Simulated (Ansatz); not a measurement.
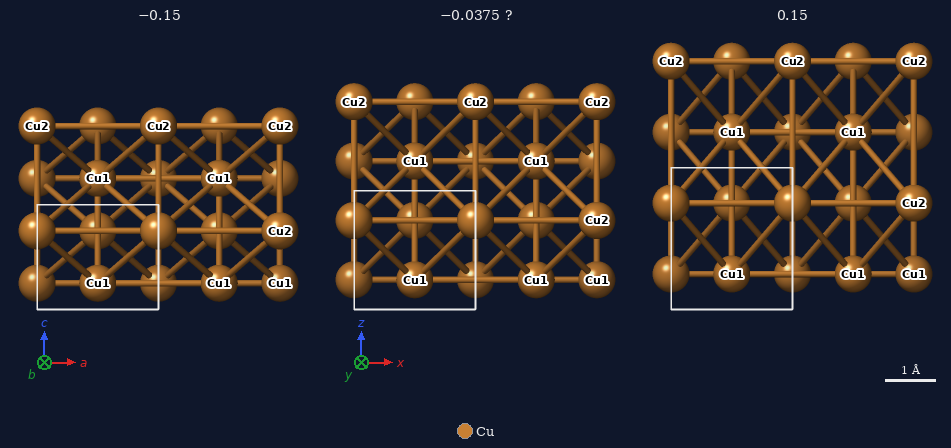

A scan of solid Cu (Cmcm): the cell is strained along z alone, with the atoms kept at their fractional coordinates. x, y and z are the Cartesian axes of the input. A ball-and-stick model of the conventional cell (2 times the calculation's cell), repeated 1 × 1 × 1 with one cell outlined, repeated 2 × 2 × 2 with one cell outlined, seen along the b axis. Lengths and directions refer to the drawn axes.

Method: Ansatz 0.2.0, DFT PBEsol, scalar-relativistic, plane waves, PAW. (plane-wave cutoff 420 eV; k-point mesh 26 × 26 × 24; occupations gaussian; smearing width 0.15 eV; no spin polarisation). Energies (free energies at the smearing named) are counted from the relaxed crystal.

```tsv
strain	E − E(ref) (meV/atom)
−0.1500	447
−0.1125	215
−0.0750	82
−0.0375	?
0.0000	0
0.0375	13
0.0750	46
0.1125	92
0.1312	119
0.1500	147
```

**Fill in the missing row.**

A straight line between the two neighbours gives 41 meV/atom. A cubic through the four nearest rows (−0.1125, −0.0750, 0.0000, 0.0375) gives, with Lagrange weights, (−0.1667)(215) + (0.6667)(82) + (0.6667)(0) + (−0.1667)(13) = 17 meV/atom. The calculation gives 18 meV/atom, so the cubic is 1 meV/atom too low and the straight line 23 meV/atom too high, as the curve bends upwards here.

The whole profile:

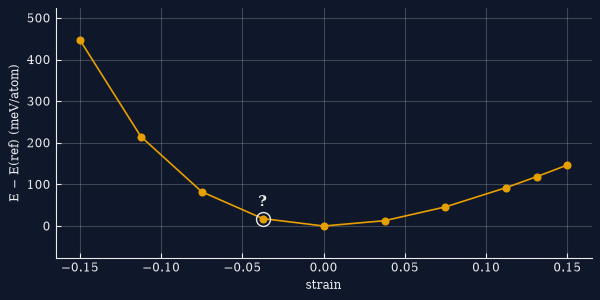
